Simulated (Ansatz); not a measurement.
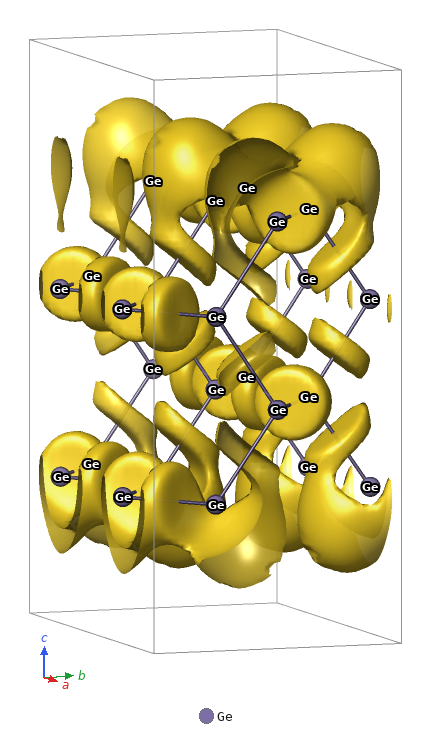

Figure. Ge (slab). Isosurface of the electron localisation function at 0.55 (yellow), seen slightly off an axis. Only the valence region is drawn (cores and ρ < 0.01 e/Å³ removed). Sticks mark near contacts.

Level of theory: Ansatz 0.2.0, DFT PBE+D3(BJ), scalar-relativistic, plane waves, PAW.

In a PAW calculation such maps are meaningful between the atoms, not at the nuclei.

```
CELL_PARAMETERS angstrom
8.06015 0.00000 0.00000
0.00000 5.69938 0.00000
0.00000 0.00000 22.04511
ATOMIC_POSITIONS crystal
Ge 0.25000 0.00000 0.36289
Ge 0.75000 0.00000 0.36289
Ge 0.50000 0.25000 0.36289
Ge 0.00000 0.25000 0.36289
Ge 0.50000 0.50000 0.45430
Ge 0.00000 0.50000 0.45430
Ge 0.75000 0.75000 0.45430
Ge 0.25000 0.75000 0.45430
Ge 0.75000 0.99788 0.54890
Ge 0.25000 0.99788 0.54890
Ge 0.00000 0.25212 0.54890
Ge 0.50000 0.25212 0.54890
Ge 0.00000 0.49853 0.64094
Ge 0.50000 0.49853 0.64094
Ge 0.25000 0.75147 0.64094
Ge 0.75000 0.75147 0.64094
```

Question: What do the ELF domains correspond to?

Answer: At this value the surface marks out twelve regions between bonded Ge–Ge atoms and channels that run through the cell in one direction, counted in one cell of 16 atoms. Counts are for one cell; the picture repeats the cell along the surface.

Values along the shortest contacts:
Ge–Ge (2.47 Å): the ELF peaks at about 0.70 between the atoms. Ge–Ge (2.52 Å): the ELF peaks at about 0.70 between the atoms.

Question: Does the calculation give a band gap?

Answer: It is gapless in this calculation (a metal or semimetal).
